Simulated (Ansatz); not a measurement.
# ZnSe: what the fields show

```cif
data_structure
_symmetry_space_group_name_H-M 'P 1'
_symmetry_Int_Tables_number 1
_cell_length_a 5.6676
_cell_length_b 5.6676
_cell_length_c 5.6676
_cell_angle_alpha 90.000
_cell_angle_beta 90.000
_cell_angle_gamma 90.000
_cell_volume 182.05
loop_
_atom_site_label
_atom_site_type_symbol
_atom_site_fract_x
_atom_site_fract_y
_atom_site_fract_z
_atom_site_occupancy
Se1 Se 0.75000 0.75000 0.25000 1
Se2 Se 0.25000 0.75000 0.75000 1
Se3 Se 0.25000 0.25000 0.25000 1
Se4 Se 0.75000 0.25000 0.75000 1
Zn1 Zn 0.50000 0.50000 0.00000 1
Zn2 Zn 0.00000 0.50000 0.50000 1
Zn3 Zn 0.00000 0.00000 0.00000 1
Zn4 Zn 0.50000 0.00000 0.50000 1
```

Space group F-43m.

Theory: Ansatz, Kohn-Sham DFT of a periodic cell, HSEsol, Ansatz PAW.

Core electrons are frozen (PAW), and the valence fields are smoothed inside the atomic spheres.

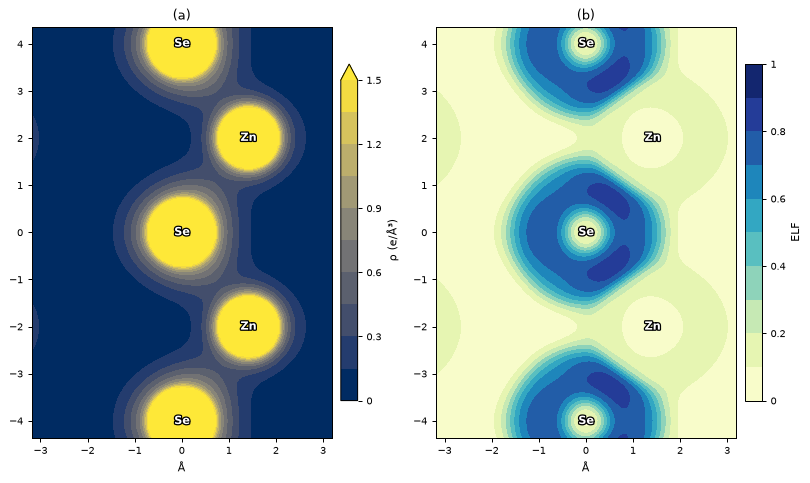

Figure 1. (a) valence charge density (pseudo); (b) ELF on the (101) plane of the conventional cell.

Read the bonding off the picture.

- Atoms in the plane: Se and Zn.
- Zn–Se (2.45 Å): ρ is about 0.46 e/Å³ halfway; the ELF is about 0.60 at the midpoint.
- Between the atoms the lowest density in this plane is 0.01 e/Å³.

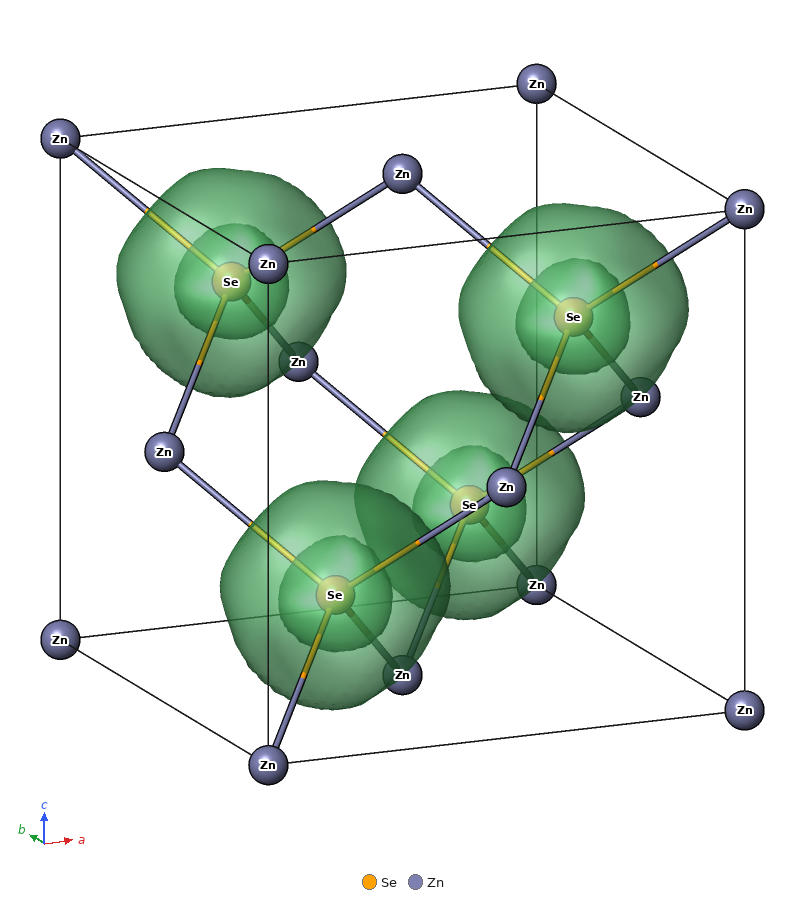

Figure 2. Isosurface of the electron localisation function at 0.7 (green), seen slightly off an axis. Core shells and regions of very low density are left out. Sticks mark near contacts.

What do the ELF domains correspond to?

At this value the surface marks out four regions wrapped around Se (the valence shell of each), counted in one cell of 8 atoms. Regions shared between cells count once.

Does the calculation give a band gap?

It is gapped, with a Kohn–Sham gap of 2.3 eV on the k-point mesh (the band edges may lie off the mesh, which would make the gap smaller).
